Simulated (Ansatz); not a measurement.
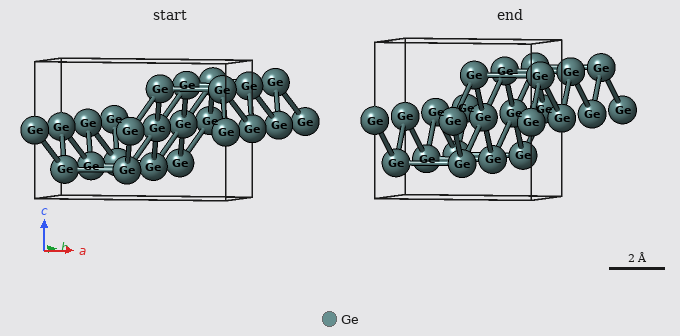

The structure of a crystal of Ge (a generated structure, set up in Pmma) (coarse preliminary run) before (left) and after (right) a relaxation, at one scale.

A ball-and-stick model of the cell of the calculation, repeated 1 × 3 × 1 with one cell outlined, seen from a free direction.

Theory: DFT PBE, scalar-relativistic, plane waves, PAW (Ansatz). (plane-wave cutoff 420 eV; k-point mesh 4 × 6 × 4; occupations gaussian; smearing width 0.1 eV; no spin polarisation; cell and atoms relaxed; force threshold 0.04 eV/Å; at most 70 steps)

Question: What changed between the two?

Answer: The largest moves relative to the cell, 0.30 Å, are those of Ge atoms. Cell: a 7.324 → 6.001 Å (−18.1 %), b 3.519 → 4.042 Å (+14.9 %), c 5.050 → 5.763 Å (+14.1 %). Volume +7.4 %. Among the contacts that change: Ge–Ge 2.402 → 2.610 Å, Ge–Ge 2.389 → 2.532 Å, Ge–Ge 2.404 → 2.538 Å. Among the angles between lasting bonds that change: Ge–Ge–Ge 122.0° → 100.6°, Ge–Ge–Ge 113.0° → 126.8°, Ge–Ge–Ge 105.4° → 95.1°. The space group stays Pmma (No. 51). The energy falls by 271 meV per atom in 9 accepted moves (11 points after the start). Largest force component: 0.56 eV/Å at the start, 0.036 eV/Å at the end. The pressure goes from 12.94 to 0.06 GPa. The SCF was repeated twice at an unchanged geometry on a basis and grid sized afresh for the cell, which shifted the energy by 9.3 meV per atom at most.
